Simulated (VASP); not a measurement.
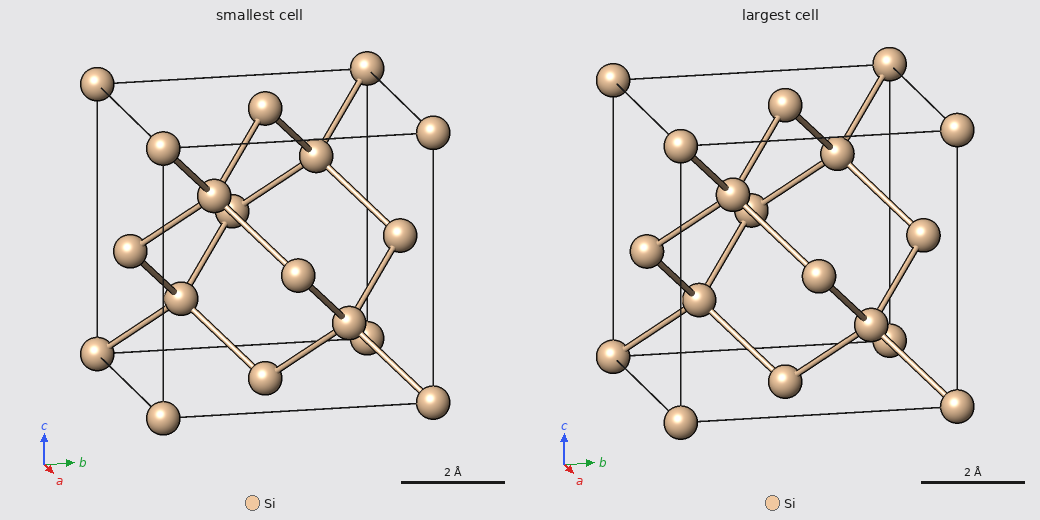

Si, diamond, space group Fd-3m (No. 227), relaxed (cell and atoms, zero pressure) with nine functionals; the smallest and the largest of the relaxed conventional cells are drawn to one scale (sticks follow a distance rule). The start was a structure listed in the Materials Project.

Alike in all runs: VASP 6.6.1; cutoff 600 eV; k mesh 8 × 8 × 8 on the run's cell of 2 atoms; occupations fermi-dirac, width 0.05 eV; no spin polarisation; no spin-orbit coupling. LDA runs use LDA potentials, the others PBE ones.

```tsv
level	volume (Å³/atom)	a (Å)	gap (eV)
PW91	20.45	5.469	0.67
vdW-DF-cx	20.20	5.447	0.60
LDA	19.72	5.403	0.49
revPBE	20.68	5.490	0.71
BLYP	21.21	5.536	0.92
r2SCAN	?	?	?
optB88-vdW	20.45	5.469	0.75
PBEsol	20.08	5.436	0.51
PBE	20.44	5.469	0.65
```

Fill in the row of r2SCAN.

Volume 20.12 Å³/atom; a 5.440 Å; gap 0.82 eV. That is between PBEsol and vdW-DF-cx in volume.

Order the levels by the relaxed volume, smallest first.

LDA (19.72 Å³/atom), PBEsol (20.08 Å³/atom), r2SCAN (20.12 Å³/atom), vdW-DF-cx (20.20 Å³/atom), PBE (20.44 Å³/atom), PW91 and optB88-vdW (20.45 Å³/atom), revPBE (20.68 Å³/atom), BLYP (21.21 Å³/atom). Rows within a few tenths of a per cent can't be told apart.

Gaps are the least found on the k-mesh, which can miss the band edges.

Caveat: rows whose functional differs from that of their potentials carry a shift in pressure and volume, which can reorder them.
